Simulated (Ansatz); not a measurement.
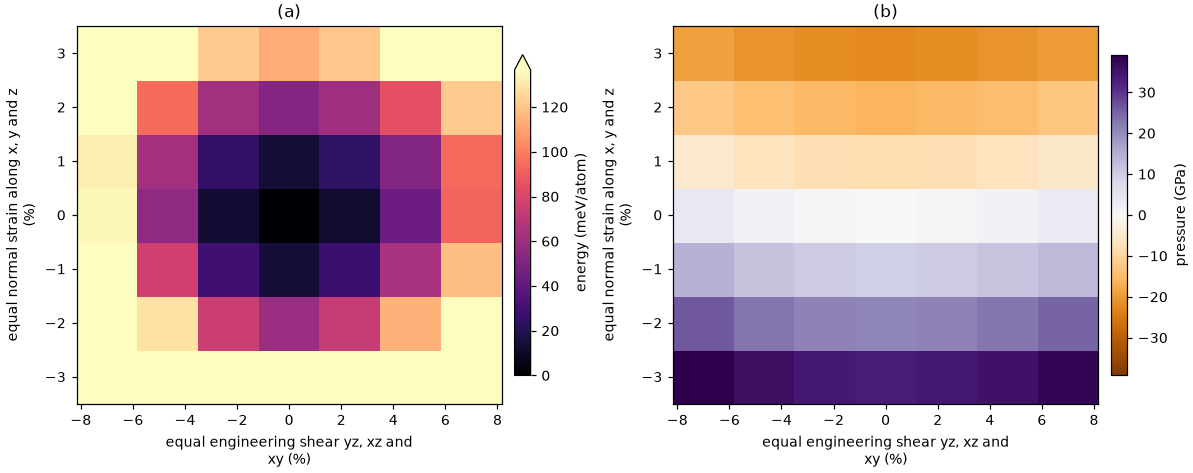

W (Im-3m, No. 229; 1 atom in the cell). The energy is mapped over two homogeneous strains (x, y and z along the cube axes). Coordinates scanned: (1) equal engineering shear yz, xz and xy; (2) equal normal strain along x, y and z. Nothing is relaxed (symmetry fixes all fractional coordinates). Grid: 7 × 7 points. Points are written as (first, second). Energies are in meV/atom, from the lowest grid point. Computed with DFT PBE, scalar-relativistic, plane waves, PAW (Ansatz). Settings: cutoff 420 eV, k-mesh 20×20×20, gaussian smearing 0.15 eV, no spin polarisation.

Panel (a) is the energy and panel (b) the computed pressure on the same grid.

In the figure: one coloured cell a grid point, one colour for all values above the top of the scale.

### How does the pressure vary over the map, and what is it at the lowest grid point?

It runs from −22 GPa at (0.00 %, 3 %) to 39 GPa at (−7.00 %, −3 %). At the lowest grid point, (0.00 %, 0 %), it is 0 GPa.

PAW datasets: the set soft_1.
